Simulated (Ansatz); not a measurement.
# Mo: energy against the total moment, part 3 of 3

Does Mo want a moment, and how stiff is it? The total moment is held at a row of values. Methods of the runs shown: PAW.

Ansatz 0.2.0; DFT PBE; a database cell (COD).

## 12. Field of 500 T on the spins, PAW

File input.yaml:

```yaml
crystal:
  lattice:
    - [-1.573415, 1.573415, 1.573415]
    - [1.573415, -1.573415, 1.573415]
    - [1.573415, 1.573415, -1.573415]
  atoms:
    - { symbol: Mo, position: [0.0, 0.0, 0.0], spin: 0.05 }
magnetization:
  spin_polarized: true
  magnetic_field: 500
kpoints:
  mp_grid: { grid: [17, 17, 17] }
scf:
  occupations: { method: fermi_dirac, width: 0.05 }
  convergence: { dr2_threshold: 1.0e-10 }
  lower_state_search: "off"
hamiltonian:
  xc: pbe
  pseudopotentials: { kind: paw }
output:
  forces: true
  stress: true
  eigenvalues: true
  write_density: true
  write_potential: true
  elf: true
  volumetric_format: npy
```

Run with:

```bash
> ansatz run input.yaml --threads 1 --pin off --max-ram 3072MiB --backend cpu --events-out ev --progress --plain --runs-dir out
```

The program printed, shortened:

```text
[...]
Pseudopotentials: kind: paw
Pseudopotential: Mo, paw, valence charge 14, recommended cutoff 420 eV (normal)
Functional definition: PBE
[...]
Crystal: 1 atoms, lattice volume = 15.581 Å³
Basis set: ecut = 420 eV, 321 PW (Γ), exchange–correlation on 40×40×40 points (8 copies of the dense FFT grid, shifted against one another)
Bands: 12, of which v1, the nominal top of the filled ones, is band 7 counted from 1 (6 counted from 0)
[...]
  atom   1  Mo    -0.00000000     0.00000000    -0.00000000
[...]
--- Stress (GPa, compression-positive) ---
        3.671310       0.000000      -0.000000
       -0.000000       3.671310      -0.000000
        0.000000      -0.000000       3.671310
  P = ⅓ Tr σ = 3.6713 GPa (36.713 kbar)
--- Band table (eV; the first three rows and the last of 330) ---
  k-point 0 ↑: bands = ["-40.1377", "-13.3896", "-13.3896", "-13.3896", "13.9126", "19.7767", "19.7767", "19.7767", "22.8133", "22.8133", "35.8488", "35.8488"]
[...]
```

Wall time 4.5 s (1 thread of Intel Xeon Platinum 8488C (Sapphire Rapids), shared host); peak memory 0.34 GiB.

In short: total moment 0.02 μB; site moments Mo 0.01 μB; pressure 3.67 GPa; no gap.

The fields are shown in the conventional cell of this run's space group, carried over from its grid by interpolation.

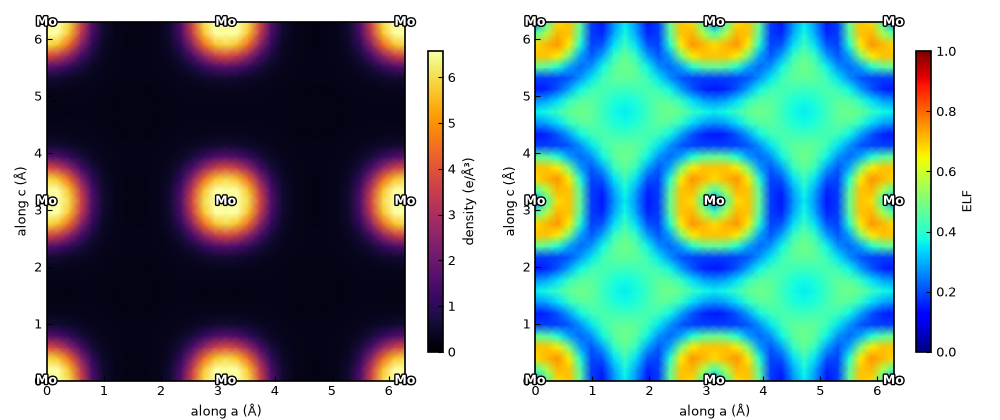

Density (left) and ELF (right) in a lattice plane of the grid's cell (edges 3.15 and 3.15 Å, at 0.000 of the third edge), which holds Mo. Only atoms in the plane are labelled. Both are smooth fields of the valence electrons: close to the nuclei they are not physical.

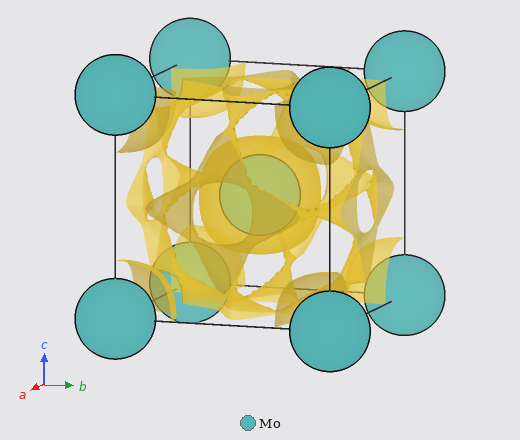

Surface of ELF = 0.43, drawn in one cell.

Maxima of ELF outside the ion cores: 0.49 between the atoms, 1.8 Å from Mo.

## 13. Field of 1000 T on the spins, PAW

Edit input.yaml of step 12 so:

```diff
@@ -9,3 +9,3 @@
   spin_polarized: true
-  magnetic_field: 500
+  magnetic_field: 1000
 kpoints:
@@ -23,5 +23 @@
   eigenvalues: true
-  write_density: true
-  write_potential: true
-  elf: true
-  volumetric_format: npy
```

Run with:

```bash
> ansatz run input.yaml --threads 1 --pin off --max-ram 3072MiB --backend cpu --events-out ev --progress --plain --runs-dir out
```

The program printed, shortened:

```text
[...]
[... 3 set-up lines as earlier in the session ...]
[...]
Crystal: 1 atoms, lattice volume = 15.581 Å³
Basis set: ecut = 420 eV, 321 PW (Γ), exchange–correlation on 40×40×40 points (8 copies of the dense FFT grid, shifted against one another)
Bands: 12, of which v1, the nominal top of the filled ones, is band 7 counted from 1 (6 counted from 0)
[...]
  atom   1  Mo    -0.00000000     0.00000000     0.00000000
[...]
--- Stress (GPa, compression-positive) ---
        3.683145       0.000000      -0.000000
        0.000000       3.683145       0.000000
       -0.000000       0.000000       3.683145
  P = ⅓ Tr σ = 3.6831 GPa (36.831 kbar)
--- Band table (eV; the first three rows and the last of 330) ---
  k-point 0 ↑: bands = ["-40.1703", "-13.4224", "-13.4224", "-13.4224", "13.8783", "19.7427", "19.7427", "19.7427", "22.7806", "22.7806", "35.8143", "35.8143"]
[...]
```

Run time: 3.5 s. Hardware: 1 thread of Intel Xeon Platinum 8488C (Sapphire Rapids), shared host; peak memory 0.36 GiB.

In short: total moment 0.03 μB; site moments Mo 0.02 μB; pressure 3.68 GPa; no gap.

## 14. All runs together

The reference is each method's run without spin polarisation. Energies of runs in a field hold the field's term.

```
                              run  method  energy from the method's reference (meV/atom)  total moment (μB)  largest site moment (μB)  cycles   time
free moments from the typed start     PAW                                            0.0               0.00                      0.00      14  6.8 s
             no spin polarisation     PAW                                            0.0                  –                         –       6  1.5 s
        total moment held at 0 μB     PAW                                            0.0               0.00                      0.00       7  1.9 s
      total moment held at 0.1 μB     PAW                                            8.6               0.10                      0.07       8  3.7 s
      total moment held at 0.2 μB     PAW                                           29.2               0.20                      0.15       8  2.7 s
     total moment held at 0.35 μB     PAW                                           81.5               0.35                      0.26       8  2.9 s
      total moment held at 0.5 μB     PAW                                          160.4               0.50                      0.37       8  2.8 s
     total moment held at 0.75 μB     PAW                                          338.6               0.75                      0.55       8  2.8 s
        total moment held at 1 μB     PAW                                          566.0               1.00                      0.74       7  3.8 s
      total moment held at 1.4 μB     PAW                                          994.4               1.40                      1.05       7  2.6 s
      field of 500 T on the spins     PAW                                           -0.2               0.02                      0.01      13  4.5 s
     field of 1000 T on the spins     PAW                                           -0.9               0.03                      0.02      13  3.5 s
```

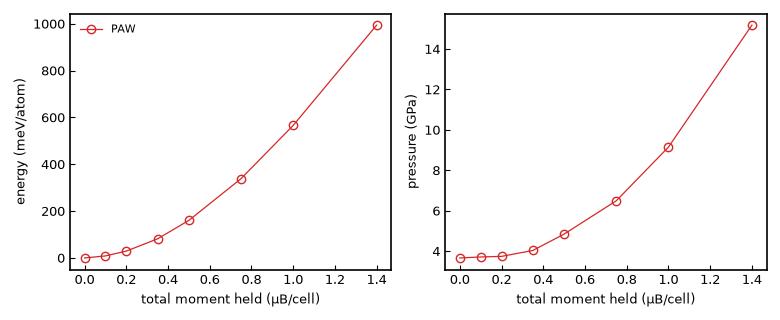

Energy and pressure against the moment held.

## 15. Outcome

The summary covers parts 1 to 3.

| quantity | value |
| --- | --- |
| free moment (PAW) | 0.00 μB/cell |
| gain by magnetism (PAW) | 0.0 meV/atom |
| moment in 500 T (PAW) | 0.015 μB/cell |

What this shows: By PAW the moments die away or gain nothing: the crystal is non-magnetic at this level. Among the values held (PAW) the energy is lowest at 0.00 μB (-0.0 meV/atom) and highest at 1.40 μB (+994.4). A field of 500 T moves the moment from 0.000 to 0.015 μB a cell, 0.03 μB per 1000 T if taken as linear, which it needn't be. Spin fluctuations and temperature are left out. The magnetic state is the one reached from the start moments in this cell; it needn't be the ground state. The k mesh (17×17×17) wasn't tested for convergence.
